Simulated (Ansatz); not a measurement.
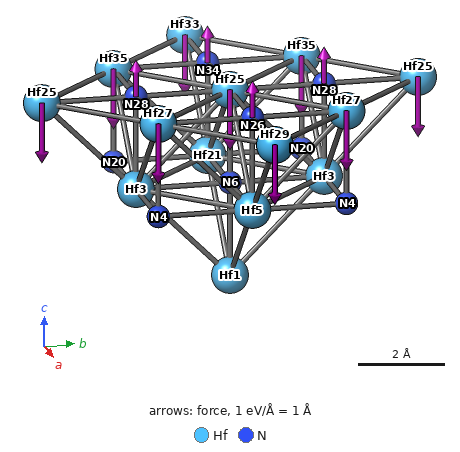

Starting geometry of a slab of composition HfN (cut from the Fm-3m phase) with the computed forces as purple arrows. Style: ball-and-stick. Shown: the atoms within 5.0 Å of the atom that moves most (axes of the 1 × 2 repeat of the cell, outlined in the plane, without the vacuum (origin shifted)), from a free direction.

Case: flat (0 0 1) slab. 12 atoms are held fixed.

Theory: DFT PBEsol, scalar-relativistic, plane waves, PAW in Ansatz. (plane-wave cutoff 420 eV; k-point mesh 3 × 8 × 1; occupations gaussian; smearing width 0.1 eV; no spin polarisation; dipole correction; atoms relaxed in a fixed cell; force threshold 0.02 eV/Å; at most 45 steps)

Is this structure relaxed? If not, where do the atoms go?

It isn't relaxed: the largest force vector, on Hf atoms, is 1.48 eV/Å. The final displacements follow the starting forces only in part (cosine between the two patterns 0.84). The largest moves, 0.17 Å, are those of Hf25, Hf27, Hf29, Hf31, Hf33 and Hf35. Hf25 goes along the normal (−c). By element the largest moves are Hf 0.17 Å, N 0.10 Å. The cell doesn't change. Among the contacts that change: Hf1–N6 2.251 → 2.153 Å, Hf21–Hf25 3.183 → 3.087 Å, Hf21–N34 2.251 → 2.334 Å, N20–Hf35 2.251 → 2.180 Å. Bond angles that change, for instance: Hf25–N28–Hf25 180.0° → 168.7°, Hf3–N28–Hf25 90.0° → 84.4°, Hf3–N6–Hf3 180.0° → 176.5°. The energy falls by 1.002 eV per cell of the calculation in 4 geometry steps. Largest force component: 1.5 eV/Å at the start, 0.0051 eV/Å at the end.
